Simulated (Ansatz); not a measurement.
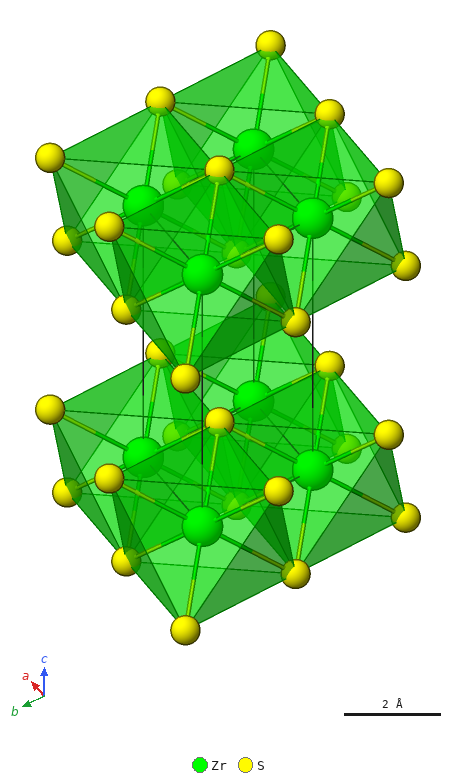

The starting structure (polyhedral view of the cell of the calculation, seen at an oblique angle; polyhedra are completed across the faces of the cell).

Geometry relaxation, with input and output: ZrS$_{2}$

System: ZrS$_{2}$ (P-3m1, 3 atoms in the cell).
Method: DFT PBEsol, scalar-relativistic, plane waves, PAW, no spin polarisation (Ansatz 0.2.0).

It belongs to a series of runs on one base structure; here: volume × 0.980.

**Input file**
```yaml
crystal:
  lattice:
    - [3.6029283024, 0.0, 0.0]
    - [-1.8014641512, 3.1202274378, 0.0]
    - [0.0, 0.0, 5.8368980113]
  atoms:
    - { symbol: Zr, position: [0.0, 0.0, 0.0] }
    - { symbol: S, position: [0.3333333333, 0.6666666667, 0.247406065] }
    - { symbol: S, position: [0.6666666667, 0.3333333333, 0.752593935] }
basis:
  ecutwfc: 420
  ecutrho_ratio: 4
kpoints:
  mp_grid: { grid: [10, 10, 6] }
hamiltonian:
  xc: pbesol
scf:
  occupations: { method: gaussian, width: 0.05 }
output:
  forces: true
  stress: true
  eigenvalues: true
relax:
  f_tol: 0.01
  max_steps: 40
  cell: { stress_tol: 0.1, fix: [volume] }
```

**Output**
```
Engine: ansatz 0.2.0, aarch64-unknown-linux-gnu
Pseudopotentials: kind: paw
Pseudopotential: Zr, paw, valence charge 12, recommended cutoff 420 eV (normal), Zr.paw.azcp
Pseudopotential: S, paw, valence charge 6, recommended cutoff 420 eV (normal), S.paw.azcp
Functional definition: PBEsol
  exchange = pbesol_x
  correlation = pbesol_c
Crystal: 3 atoms, lattice volume = 65.618 Å³
Basis set: ecut = 420 eV, 1279 PW (Γ), exchange–correlation on 50×50×80 points (8 copies of the dense FFT grid, shifted against one another)
Bands: 16, of which v1, the nominal top of the filled ones, is band 12 counted from 1 (11 counted from 0)
Symmetry: 12 space group operations
Space group: P-3m1 (ITA 164), of the structure as read, at distance tolerance 4.0e-5 Å
k-points: 72 of 600
Non-local potential: Zr, projectors of the file, l = 0: 3, l = 1: 2, l = 2: 2, l = 3: 2
Non-local potential: S, projectors of the file, l = 0: 2, l = 1: 2, l = 2: 2
PAW form: soft (Blöchl's): semilocal exchange-correlation on the pseudo side does not see the compensation charge
PAW frozen core: Zr, regenerated for the run's functional, and the local potential with it (the file was generated under x = pbe(κ = 0.804, μ = 0.2195149727645171), c = pbe(β = 0.06672455060314922))
PAW frozen core: S, regenerated for the run's functional, and the local potential with it (the file was generated under x = pbe(κ = 0.804, μ = 0.2195149727645171), c = pbe(β = 0.06672455060314922))
PAW one-centre angular grid: Zr, 590 points (default); XC on 64 Gauss nodes
PAW one-centre angular grid: S, 110 points (default); XC on 64 Gauss nodes
Initial density: superposition of atomic densities (neutral atoms: chi_scale 0, normalization atom), corrected by the library's trained network
Initial wavefunctions: pseudopotential atomic-orbital guess
Functional: x = pbesol(κ = 0.804, μ = 0.12345679012345678), c = pbesol(β = 0.046)
SCF iter   1: F=—  HF=-5903.155462 eV  |F-HF|=—  |Δ(HF+E_count)|=         —  Δρ=5.49e-3  dr2=4.20e-2  ethr=1.77e-3  ⟨swp⟩=5.4  Hψ=6404  notcnv=0
preconditioner: auto → Resta (q_TF=auto, 2.307 Å⁻¹)  ε∞=6.4  [insulator: Δε(μ)=0.648 eV  Ē_g=7.904 eV  σ=0.050 eV  W_gap=1.00  n_scr=22 (ndim 8)  ℏωp=18.3 eV  f_vac=0.014  D(μ)=0.00/eV (n_scr^D=0)  ε∞_Penn≈6.4]
SCF iter   2: F=—  HF=-5903.147160 eV  |F-HF|=—  |Δ(HF+E_count)|=   8.30e-3  Δρ=1.77e-3  dr2=2.05e-3  ethr=1.75e-4  ⟨swp⟩=2.0  Hψ=1861  notcnv=0
SCF iter   3: F=—  HF=-5903.146991 eV  |F-HF|=—  |Δ(HF+E_count)|=   1.68e-4  Δρ=8.70e-4  dr2=5.10e-4  ethr=8.53e-6  ⟨swp⟩=2.0  Hψ=1668  notcnv=0
SCF iter   4: F=—  HF=-5903.147007 eV  |F-HF|=—  |Δ(HF+E_count)|=   1.61e-5  Δρ=1.30e-4  dr2=1.11e-5  ethr=2.12e-6  ⟨swp⟩=2.4  Hψ=1864  notcnv=0
SCF iter   5: F=—  HF=-5903.147058 eV  |F-HF|=—  |Δ(HF+E_count)|=   5.07e-5  Δρ=2.97e-5  dr2=8.25e-7  ethr=4.62e-8  ⟨swp⟩=2.2  Hψ=1679  notcnv=0
SCF iter   6: F=-5903.147059 eV  HF=-5903.147059 eV  |F-HF|=3.96e-8  |Δ(HF+E_count)|=   1.19e-6  Δρ=6.92e-6  dr2=5.84e-8  ethr=4.17e-10  ⟨swp⟩=6.0  Hψ=5616  notcnv=0
SCF 1 converged in 6 iterations: F = -5903.147059 eV  dr2 = 5.84e-8
  greatest PAW one-centre occupation: 0.996 electrons in one spin orbital (limit 2), on the Zr atom at site 0 (counted from 0), in its partial waves of l = 0
relax step   1: F+E_penalty+E_count = -5903.14705934 eV  Δ(F+E_penalty+E_count) = +0.000e0 eV  max|allowed force component| = 2.376e-1 eV/Å  Δτ_max = 0.0000 Å  P = +2.028 GPa  Ω = 65.618 Å³  fix = [volume]  reactions: volume +2.028 GPa  (6 SCF iters, dr2 threshold 1.00e-7 eV, accepted)
Initial density: handed on by an earlier stage of this run
Initial wavefunctions: those handed on with the density
iter 1 solved again at ethr=1.72e-5 eV; its pass at ethr=3.10e-3 eV (dr2=4.13e-3 eV) is discarded
SCF iter   1: F=—  HF=-5903.150543 eV  |F-HF|=—  |Δ(HF+E_count)|=         —  Δρ=1.68e-3  dr2=3.86e-3  ethr=1.72e-5  ⟨swp⟩=1.3  Hψ=7842  notcnv=0
preconditioner: auto → Resta (q_TF=auto, 2.307 Å⁻¹)  ε∞=6.4  [insulator: Δε(μ)=0.614 eV  Ē_g=7.882 eV  σ=0.050 eV  W_gap=1.00  n_scr=22 (ndim 8)  ℏωp=18.3 eV  f_vac=0.007  D(μ)=0.00/eV (n_scr^D=0)  ε∞_Penn≈6.4]
SCF iter   2: F=—  HF=-5903.149795 eV  |F-HF|=—  |Δ(HF+E_count)|=   7.48e-4  Δρ=7.07e-4  dr2=3.77e-4  ethr=1.61e-5  ⟨swp⟩=2.5  Hψ=1472  notcnv=0
SCF iter   3: F=—  HF=-5903.149691 eV  |F-HF|=—  |Δ(HF+E_count)|=   1.04e-4  Δρ=3.10e-4  dr2=8.08e-5  ethr=1.57e-6  ⟨swp⟩=2.0  Hψ=1730  notcnv=0
SCF iter   4: F=—  HF=-5903.149692 eV  |F-HF|=—  |Δ(HF+E_count)|=   3.02e-7  Δρ=5.72e-5  dr2=2.87e-6  ethr=3.37e-7  ⟨swp⟩=2.4  Hψ=1896  notcnv=0
SCF iter   5: F=-5903.149692 eV  HF=-5903.149692 eV  |F-HF|=4.84e-8  |Δ(HF+E_count)|=   5.56e-7  Δρ=9.77e-6  dr2=6.00e-8  ethr=1.25e-9  ⟨swp⟩=5.8  Hψ=5348  notcnv=0
SCF 2 converged in 5 iterations: F = -5903.149692 eV  dr2 = 6.00e-8
relax step   2: F+E_penalty+E_count = -5903.14969219 eV  Δ(F+E_penalty+E_count) = -2.633e-3 eV  max|allowed force component| = 2.054e-1 eV/Å  Δτ_max = 0.0419 Å  P = -0.549 GPa  Ω = 65.618 Å³  energy of the carried Pulay correction = -3.288e-18 eV  fix = [volume]  reactions: volume -0.549 GPa  (5 SCF iters, dr2 threshold 3.00e-7 eV, accepted)
iter 1 solved again at ethr=9.38e-7 eV; its pass at ethr=3.10e-3 eV (dr2=2.25e-4 eV) is discarded
SCF iter   1: F=—  HF=-5903.153330 eV  |F-HF|=—  |Δ(HF+E_count)|=         —  Δρ=5.66e-4  dr2=2.58e-4  ethr=9.38e-7  ⟨swp⟩=3.4  Hψ=8069  notcnv=0
preconditioner: auto → Resta (q_TF=auto, 2.307 Å⁻¹)  ε∞=6.4  [insulator: Δε(μ)=0.666 eV  Ē_g=7.894 eV  σ=0.050 eV  W_gap=1.00  n_scr=22 (ndim 8)  ℏωp=18.3 eV  f_vac=0.008  D(μ)=0.00/eV (n_scr^D=0)  ε∞_Penn≈6.4]
SCF iter   2: F=—  HF=-5903.153317 eV  |F-HF|=—  |Δ(HF+E_count)|=   1.31e-5  Δρ=3.17e-4  dr2=7.37e-5  ethr=9.38e-7  ⟨swp⟩=1.4  Hψ=1194  notcnv=0
SCF iter   3: F=—  HF=-5903.153299 eV  |F-HF|=—  |Δ(HF+E_count)|=   1.85e-5  Δρ=9.66e-5  dr2=1.01e-5  ethr=3.07e-7  ⟨swp⟩=2.1  Hψ=1718  notcnv=0
SCF iter   4: F=—  HF=-5903.153297 eV  |F-HF|=—  |Δ(HF+E_count)|=   1.42e-6  Δρ=2.56e-5  dr2=5.47e-7  ethr=4.20e-8  ⟨swp⟩=2.7  Hψ=1840  notcnv=0
SCF iter   5: F=-5903.153297 eV  HF=-5903.153297 eV  |F-HF|=1.26e-8  |Δ(HF+E_count)|=   1.59e-7  Δρ=4.48e-6  dr2=1.35e-8  ethr=1.25e-9  ⟨swp⟩=5.0  Hψ=4658  notcnv=0
SCF 3 converged in 5 iterations: F = -5903.153297 eV  dr2 = 1.35e-8
relax step   3: F+E_penalty+E_count = -5903.15329728 eV  Δ(F+E_penalty+E_count) = -3.605e-3 eV  max|allowed force component| = 4.426e-4 eV/Å  Δτ_max = 0.0172 Å  P = +0.418 GPa  Ω = 65.618 Å³  fix = [volume]  reactions: volume +0.418 GPa  (5 SCF iters, dr2 threshold 3.00e-7 eV, accepted)
Initial wavefunctions: pseudopotential atomic-orbital guess (no wavefunctions were taken with the density)
iter 1 solved again at ethr=1.13e-7 eV; its pass at ethr=3.10e-3 eV (dr2=2.72e-5 eV) is discarded
SCF iter   1: F=—  HF=-5903.153266 eV  |F-HF|=—  |Δ(HF+E_count)|=         —  Δρ=9.70e-6  dr2=1.80e-8  ethr=1.13e-7  ⟨swp⟩=3.0  Hψ=9438  notcnv=0
preconditioner: auto → Resta (q_TF=auto, 2.307 Å⁻¹)  ε∞=6.4  [insulator: Δε(μ)=0.665 eV  Ē_g=7.898 eV  σ=0.050 eV  W_gap=1.00  n_scr=22 (ndim 8)  ℏωp=18.3 eV  f_vac=0.008  D(μ)=0.00/eV (n_scr^D=0)  ε∞_Penn≈6.4]
SCF iter   2: F=—  HF=-5903.153305 eV  |F-HF|=—  |Δ(HF+E_count)|=   3.92e-5  Δρ=5.31e-6  dr2=7.52e-9  ethr=7.49e-11  ⟨swp⟩=2.5  Hψ=1915  notcnv=0
SCF iter   3: F=—  HF=-5903.153305 eV  |F-HF|=—  |Δ(HF+E_count)|=   2.12e-8  Δρ=8.39e-7  dr2=4.50e-10  ethr=3.13e-11  ⟨swp⟩=2.0  Hψ=1586  notcnv=0
SCF iter   4: F=-5903.153305 eV  HF=-5903.153305 eV  |F-HF|=2.00e-11  |Δ(HF+E_count)|=  3.47e-10  Δρ=2.86e-7  dr2=3.88e-11  ethr=1.00e-12  ⟨swp⟩=4.5  Hψ=4389  notcnv=0
SCF 4 converged in 4 iterations: F = -5903.153305 eV  dr2 = 3.88e-11
relax step   4: F+E_penalty+E_count = -5903.15330494 eV  Δ(F+E_penalty+E_count) = -7.653e-6 eV  max|allowed force component| = 4.677e-4 eV/Å  Δτ_max = 0.0000 Å  P = +0.417 GPa  Ω = 65.618 Å³  fix = [volume]  reactions: volume +0.417 GPa  stress off target by 6.80e-2 GPa on what of the cell is left free  SCF on the basis re-selected at this cell (its energy is not comparable with the rows above)  (4 SCF iters)
```

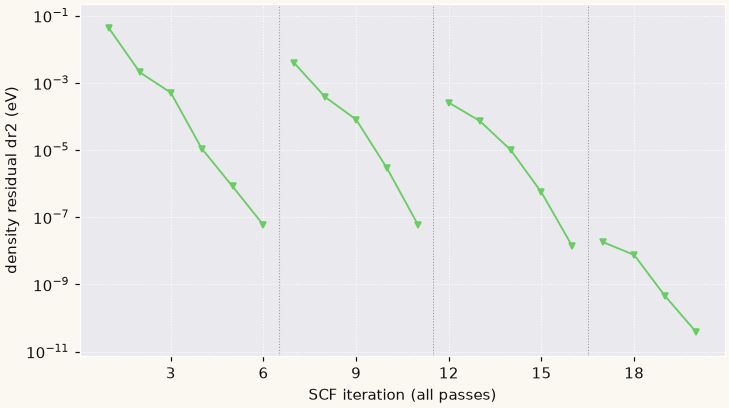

Convergence of the self-consistent field: density residual dr2 against the SCF iteration. The dotted lines part the SCF passes of the relaxation: geometry steps, rejected trials and re-solves on a re-selected basis. The passes take 6, 5, 5 and 4 iterations.

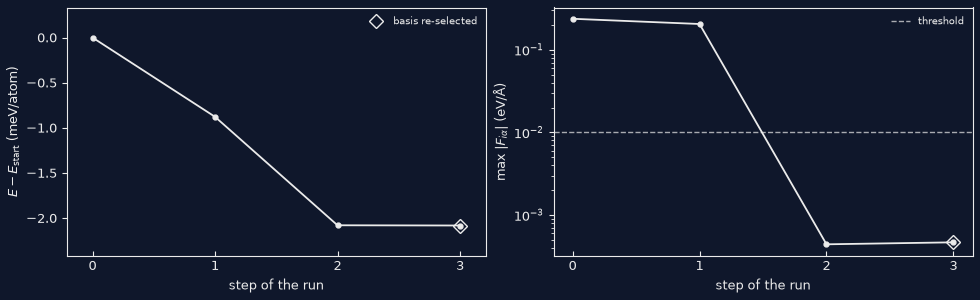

Progress of the relaxation, step by step (the first geometry is step 0 here and step 1 in the log).

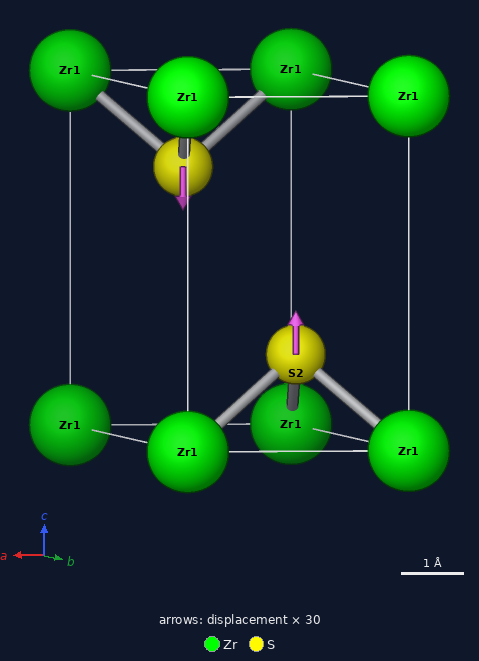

The starting structure with the displacements (without the part carried along by the change of the cell) as pink arrows, magnified 30 times (ball-and-stick view of the cell of the calculation, seen at an oblique angle). The largest moves relative to the cell, 0.024 Å, are those of S2 and S3. Zr stays in place. The drawn cell changes at constant volume: a = b 3.603 → 3.620 Å (+0.5 %), c 5.837 → 5.781 Å (−1.0 %). Distances before and after: Zr1–S2 2.532 → 2.547 Å. The space group stays P-3m1 (No. 164). After 2 geometry steps the energy has fallen by 2.1 meV per atom. The largest force component goes from 0.24 to 0.00047 eV/Å. The pressure goes from 2.03 to 0.42 GPa. A last SCF at the same geometry on a re-selected plane-wave basis shifts the energy by next to nothing (0.0 meV per atom). (Atoms are counted from 1 in the order of the input.)

```
basis re-selected at this cell: Δ(F+E_penalty+E_count) = -7.653e-6 eV, ΔP = -0.000 GPa vs the last step (what re-selecting the basis moved, of the pressure what is left beyond the Pulay correction that the steps carried, after the strain that the cell walked since its last selection, with what the two solves' SCF thresholds leave and, on support functions, any second-order correction that the steps lacked; it is no measure of the basis error at this ecutwfc). This SCF's stress stands 6.80e-2 GPa from its target on what of the cell is left free (relax.cell.stress_tol is 1.00e-1 GPa) and its largest allowed force component is 4.68e-4 eV/Å (relax.f_tol is 1.00e-2 eV/Å): within both
SCF converged after 4 iterations
Free energy (F): -5903.153305 eV
Harris-Foulkes:  -5903.153305 eV  (|F-HF|=2.00e-11)
Internal energy: -5903.153305 eV  (E = F + TS)
E sigma→0 (E₀):  -5903.153305 eV
Fermi energy:    7.914172 eV
--- Per-component energies (eV) ---
  E_band       = -155.062727
  E_kinetic    = 547.227137
  E_local      = -1252.720074  (includes V_loc(G=0)·N_el)
  E_nonlocal   = 136.742666
  E_hartree    = 435.345674
  E_xc         = -353.759923
  E_vxc        = -366.389165  (∫ρ·V_xc dr)
  E_paw        = -4067.760944  (= ΣΔE_a)
  E_vpaw       = -90.614621  (= ΣTr[D̂ρ^β])
  E_aug_tail   = 0.000025  (compensation charges beyond the density's cutoff)
  E_ewald      = -1348.517486
  E_core_change = 0.289619  (= ΣΔE_core)
  E_smearing   = -0.000000  (= −TS)
  E_closure    = 0.000000  (closes the sum)
  Σ components = -5903.153305   (vs F -5903.153305, Δ=0.00e0)
--- Forces (eV/Å), atoms counted from 1 ---
  atom   1  Zr     0.00000000    -0.00000000     0.00000000
  atom   2  S      0.00000000    -0.00000000    -0.00046772
  atom   3  S     -0.00000000     0.00000000     0.00046772
  max |Σ_I F_I| component: 1.85e-17 eV/Å
--- Stress (GPa, compression-positive) ---
        0.383130       0.000000       0.000000
        0.000000       0.383130       0.000000
        0.000000       0.000000       0.485199
  P = ⅓ Tr σ = 0.4172 GPa (4.172 kbar)
--- Band table (eV; the first three rows and the last of 72) ---
  k-point 0: bands = ["-41.2911", "-19.4137", "-19.2413", "-19.2413", "-5.3780", "-3.7458", "2.7976", "4.6534", "4.6534", "7.4363", "7.4363", "7.5822", "9.0274", "9.0274", "9.7342", "12.3817"]
  k-point 1: bands = ["-41.2911", "-19.4139", "-19.2413", "-19.2413", "-5.3137", "-3.8558", "3.0253", "4.6658", "4.6658", "7.0773", "7.3904", "7.3904", "9.0159", "9.0159", "9.9221", "12.4968"]
  k-point 2: bands = ["-41.2911", "-19.4144", "-19.2413", "-19.2413", "-5.1513", "-4.1052", "3.6117", "4.6913", "4.6913", "6.1125", "7.3009", "7.3009", "8.9923", "8.9923", "10.1187", "12.7413"]
  k-point 71: bands = ["-41.2652", "-19.4799", "-19.4201", "-19.3366", "-4.0449", "-3.8959", "3.6764", "3.7729", "4.5683", "5.1928", "5.6707", "5.7623", "9.7346", "10.1152", "10.6568", "12.8361"]
--- Relaxed structure (3 steps of the walk, 3 accepted, 1 SCFs on fresh bases) ---
  F+E_penalty+E_count = -5903.15330494 eV   max|allowed force component| = 4.677e-4 eV/Å   (the final SCF, on the basis selected at the relaxed cell)
  cell:  # Å, volume = 65.6181 Å³
    - [3.620309335284644, 2.7525893762557425e-33, -1.835059584170495e-33]
    - [-1.810154667642322, 3.135279853914456, -2.6581886969517063e-33]
    - [-2.9728750445811984e-33, -6.688968850307697e-33, 5.780986886397284]
  atoms:
    - { symbol: Zr, position: [-3.4950062735657034e-35, -3.8320331801381877e-34, 0.0] }
    - { symbol: S, position: [0.33333333333333337, 0.6666666666666667, 0.2516416150150043] }
    - { symbol: S, position: [0.6666666666666667, 0.33333333333333337, 0.7483583849849957] }
```

**Summary**

```json
{"quantity": "outcome", "value": "converged"}
{"quantity": "space group (tolerance 0.01 Å)", "value": "P-3m1 (164)"}
{"quantity": "electrons treated", "value": "24"}
{"quantity": "free energy", "value": "−5903.1533 eV"}
{"quantity": "Fermi energy", "value": "7.914 eV"}
{"quantity": "gap on the k-point mesh", "value": "0.67 eV"}
{"quantity": "pressure", "value": "0.42 GPa"}
{"quantity": "final volume", "value": "65.62 Å³"}
{"quantity": "largest force (length of the vector) at the end", "value": "under 0.001 eV/Å"}
{"quantity": "final cell", "value": "a = 3.620 Å, b = 3.620 Å, c = 5.781 Å, α = 90.00°, β = 90.00°, γ = 120.00°"}
{"quantity": "hardware", "value": "4 threads of an Arm (aarch64) CPU, shared host"}
{"quantity": "wall time", "value": "8 s (CPU time 30 s)"}
{"quantity": "peak memory", "value": "0.42 GiB"}
```
